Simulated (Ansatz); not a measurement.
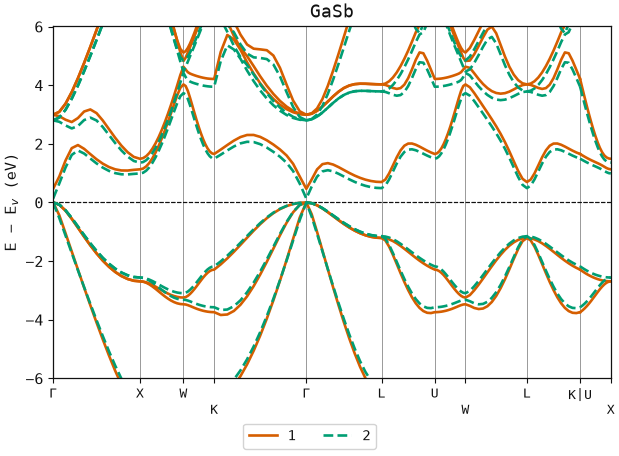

Band structures of zincblende GaSb, space group F-43m (No. 216), 2 atoms in the primitive cell (cubic a = 6.118 Å), by two methods on the same cell. Each is counted from its own valence-band top.

Question: Which curve is which? The methods: RPBE, r2SCAN.

Answer: 1 is r2SCAN; 2 is RPBE. r2SCAN gives a gap of 0.46 eV along the path and RPBE gives a gap of 0.13 eV along the path.

Settings. r2SCAN: Ansatz PAW, no spin polarisation, no spin-orbit coupling, 8×8×8 k mesh, 500 eV cutoff, Fermi-Dirac smearing of 0.05 eV (Ansatz). RPBE: Ansatz PAW, no spin polarisation, no spin-orbit coupling, 8×8×8 k mesh, 420 eV cutoff, Fermi-Dirac smearing of 0.05 eV (Ansatz 0.2.0).

The cell is at 4 GPa in RPBE and 0 GPa in r2SCAN. The PAW data sets were made with another functional. LDA, GGA and most meta-GGA functionals understate gaps. Spin-orbit coupling is left out, which matters for Sb.
